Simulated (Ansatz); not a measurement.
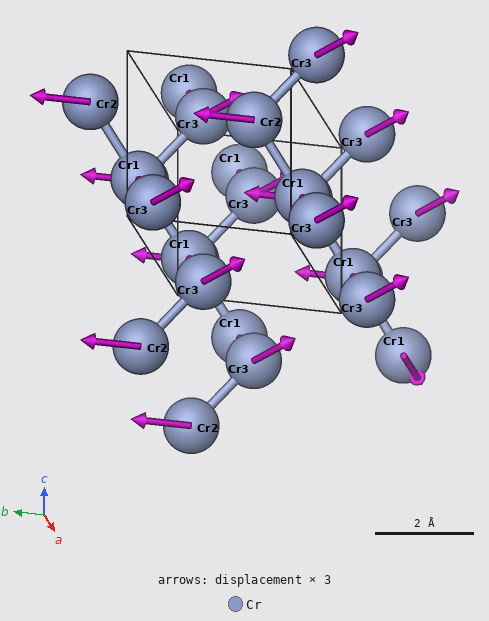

This is a relaxation of solid Cr (built on the trigonal selenium_152 type) (coarse preliminary run). The starting structure is drawn; purple arrows show the displacements (the part carried along by the change of the cell is left out), 3 times their true length.

A ball-and-stick model of the cell of the calculation, repeated 2 × 1 × 1 with one cell outlined, seen from a free direction.

Case: trigonal selenium type (P3_121, No. 152).

Theory: DFT r2SCAN, scalar-relativistic, plane waves, PAW (Ansatz 0.2.0). Set-up: plane-wave cutoff 500 eV; k-point mesh 6 × 6 × 4; occupations gaussian; smearing width 0.1 eV; no spin polarisation; cell and atoms relaxed; force threshold 0.04 eV/Å; at most 70 steps.

> What did the optimiser do to the structure, and how much energy did it gain?

The largest moves relative to the cell, 0.43 Å, are those of Cr1, Cr2 and Cr3. Cr1 goes along +a. The volume changes by −15.2 %, with a = b 3.441 → 3.957 Å (+15.0 %), c 3.904 → 2.505 Å (−35.8 %). Among the contacts that change: Cr1–Cr1 3.904 → 2.505 Å, Cr1–Cr2 1.870 → 2.432 Å, Cr1–Cr2 (another image) 2.708 → 2.432 Å. Bond angles that change, for instance: Cr2–Cr1–Cr3 103.1° → 71.1°. The space group (tolerance 0.01 Å) goes from P3_121 (No. 152) to R-3m (No. 166). After 10 accepted moves (12 points after the start) the energy has fallen by 5.329 eV per cell of the calculation. The largest force component goes from 4.3 to under 0.0001 eV/Å. The pressure goes from 14.45 to −0.05 GPa. The line search rejected the trial step at point 9 of the run. At 1 point the geometry stayed and the basis and grid were re-selected for the new cell (energy shift of 4.3 meV per cell of the calculation at most each time).

Limits of the set-up: the k-point mesh is coarse for a cell with partly filled bands.
